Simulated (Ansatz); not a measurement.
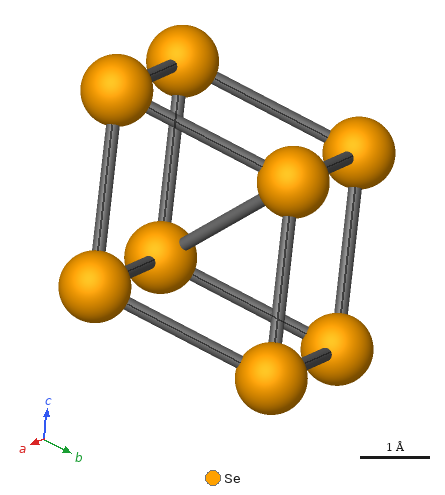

Ball-and-stick representation of a periodic structure, projected slightly off an axis. The box is the simulation cell; atoms on or close to its faces, edges and corners are drawn wherever they repeat.

Input deck:
```yaml
crystal:
  lattice:
    - [-1.6876616454, 1.6876616454, 1.6876616454]
    - [1.6876616454, -1.6876616454, 1.6876616454]
    - [1.6876616454, 1.6876616454, -1.6876616454]
  atoms:
    - { symbol: Se, position: [0.0, 0.0, 0.0] }
basis:
  ecutwfc: 420
kpoints:
  mp_grid: { grid: [18, 18, 18] }
  band_path:
    path:
      - [[0.0, 0.0, 0.0], [0.5, -0.5, 0.5], [0.0, 0.0, 0.5], [0.0, 0.0, 0.0], [0.25, 0.25, 0.25], [0.5, -0.5, 0.5]]
      - [[0.25, 0.25, 0.25], [0.0, 0.0, 0.5]]
    npoints: 14
hamiltonian:
  xc: pbesol
scf:
  occupations: { method: gaussian, width: 0.1 }
  n_extra_bands: 6
output:
  forces: true
  stress: true
  eigenvalues: true
  populations: true
  dos: { projected: true, de: 0.02, nscf_kmesh: { grid: [27, 27, 27] } }
  bader: true
  write_density: true
  write_potential: true
  elf: true
  volumetric_format: npy
```
Run as:
```sh
ansatz run input.yaml --threads 1 --pin off --max-ram 2560MiB --backend cpu --events-out ev --progress --plain --runs-dir out
```

Theory: Ansatz 0.2.0, DFT PBEsol, scalar-relativistic, plane waves, PAW. Numerical settings: a 420 eV plane-wave basis, Brillouin-zone sampling on an 18×18×18 mesh, Gaussian smearing of 0.1 eV, no spin polarisation.

### How large a gap does the method give, if there is one?

A metal: bands cross the Fermi level.

### State the hydrostatic pressure.

The computed pressure is 0.0 GPa, close to zero.

The starting point was a structure listed in the Materials Project. Earlier steps of the study may have refined or changed the cell and positions. It was the input of a calculation with Ansatz.
